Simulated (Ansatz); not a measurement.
**GaP$_{2}$: density, localisation and related maps**

```
CELL_PARAMETERS angstrom
4.87904 0.00000 0.00000
0.00000 5.96500 0.00000
0.00000 0.00000 3.45901
ATOMIC_POSITIONS crystal
Ga 0.50000 0.00000 0.50000
Ga 0.00000 0.50000 0.00000
P 0.16439 0.11106 0.00000
P 0.83561 0.88894 0.00000
P 0.66439 0.38894 0.50000
P 0.33561 0.61106 0.50000
```

Space group Pnnm; a generated structure, not necessarily the stable one; changed on purpose from its base cell (volume × 0.91, shape and atoms relaxed); computed pressure about 8 GPa in this cell.

Computed with DFT PBE, scalar-relativistic, plane waves, PAW (Ansatz 0.2.0).

The density is the valence pseudo-density of a PAW calculation; it isn't the true density close to the nuclei.

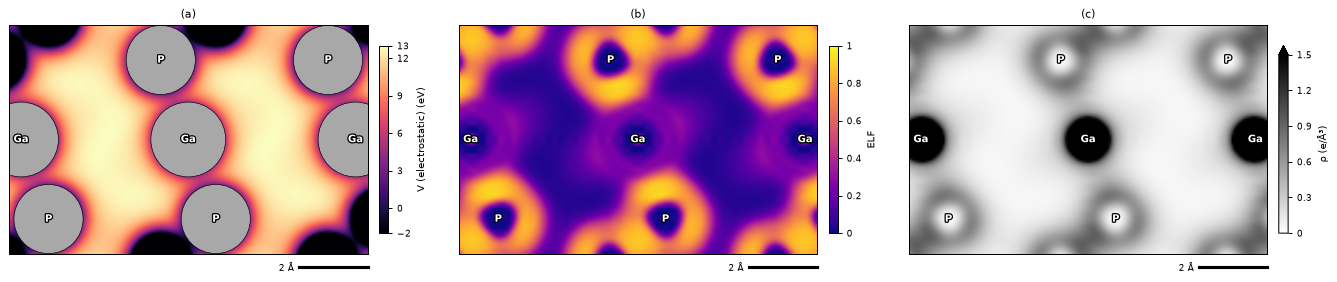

Figure 1. (a) electrostatic potential energy of an electron; (b) electron localisation function; (c) valence pseudo-density on the (001) plane of the conventional cell. Grey discs cover the atomic cores in the potential map.

Q: Interpret the plot.

A: The plane passes through Ga and P nuclei.
Ga–P (2.45 Å): ρ at the midpoint is about 0.45 e/Å³; the ELF peaks at about 0.90 in the valence shell of P, 0.7 Å from its nucleus, and is about 0.70 at the midpoint.
Between the atoms the lowest density in this plane is 0.05 e/Å³.
Outside the cores the potential energy rises away from the atoms and is highest about 2.0 Å from the nearest atoms; its zero is arbitrary.

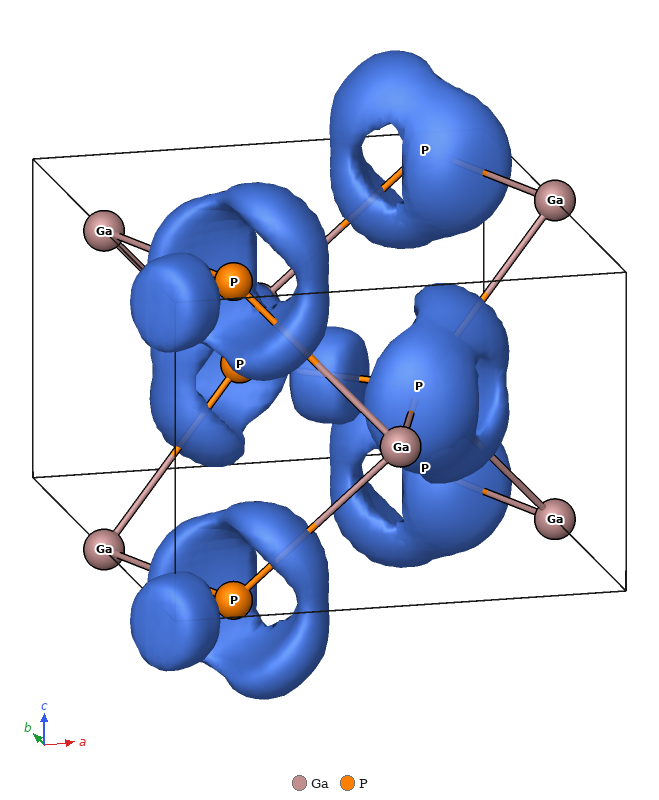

Figure 2. Isosurface of the ELF at 0.8 (blue), seen slightly off an axis. Only the valence region is drawn (cores and ρ < 0.01 e/Å³ removed). Sticks mark near contacts.

Q: What do the ELF domains correspond to?

A: The ELF exceeds this value in two regions between bonded P–P atoms and four regions wrapped around P (the valence shell of each), counted in one cell of 6 atoms. Regions shared between cells count once.


P–P (2.08 Å): the ELF peaks at about 0.90 between the atoms.

Q: Metal or insulator at this level of theory?

A: It is metallic or semimetallic at this level of theory: no gap opens.
